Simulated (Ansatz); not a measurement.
Consider BaZrO3.

Input

```
crystal:
  lattice:
    - [4.2283851526, 0.0, 0.0]
    - [0.0, 4.2283851526, 0.0]
    - [0.0, 0.0, 4.2283851526]
  atoms:
    - { symbol: Ba, position: [0.0, 0.0, 0.0] }
    - { symbol: Zr, position: [0.5, 0.5, 0.5] }
    - { symbol: O, position: [0.0, 0.5, 0.5] }
    - { symbol: O, position: [0.5, 0.5, 0.0] }
    - { symbol: O, position: [0.5, 0.0, 0.5] }
basis:
  ecutwfc: 420
  ecutrho_ratio: 4
kpoints:
  mp_grid: { grid: [4, 4, 4] }
hamiltonian:
  xc: hse06
scf:
  occupations: { method: gaussian, width: 0.05 }
output:
  forces: true
  stress: true
  eigenvalues: true
  populations: true
  write_density: true
  write_potential: true
  elf: true
  volumetric_format: npy
```

Command:

```sh
ansatz run input.yaml --threads 4 --pin off --max-ram 7168MiB --backend cpu --events-out ev --progress --plain --runs-dir out
```

Below, planes, directions and counts refer to the conventional cell (a = 4.23 Å, b = 4.23 Å, c = 4.23 Å, α = 90.00°, β = 90.00°, γ = 90.00°).

Space group Pm-3m; started from the perovskite prototype; computed pressure about −4 GPa in this cell.

All numbers below come from DFT HSE06, scalar-relativistic, plane waves, PAW (Ansatz 0.2.0).

What can the converged valence pseudo-density and electron localisation function tell about the bonding?

Zr–O (2.11 Å): the density is about 0.65 e/Å³ at the midpoint; the ELF peaks at about 0.85 in the valence shell of O, 0.6 Å from its nucleus, and drops to about 0.20 between the two atoms: no localised pair shows between them.
Ba–O (2.99 Å): ρ at the midpoint is about 0.14 e/Å³; the ELF is about 0.10 at the midpoint; an ionic contact with no shared pair.

Metal or insulator at this level of theory?

It is gapped, with a Kohn–Sham gap of 4.6 eV on the k-point mesh, an upper bound to the gap of this method.

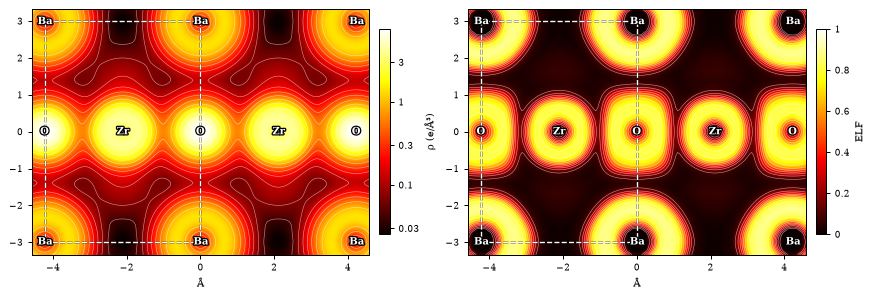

Computed valence pseudo-density and electron localisation function on the (011̄) plane of the conventional cell, in this order. 

Core electrons are frozen (PAW), and the valence fields are smoothed inside the atomic spheres.
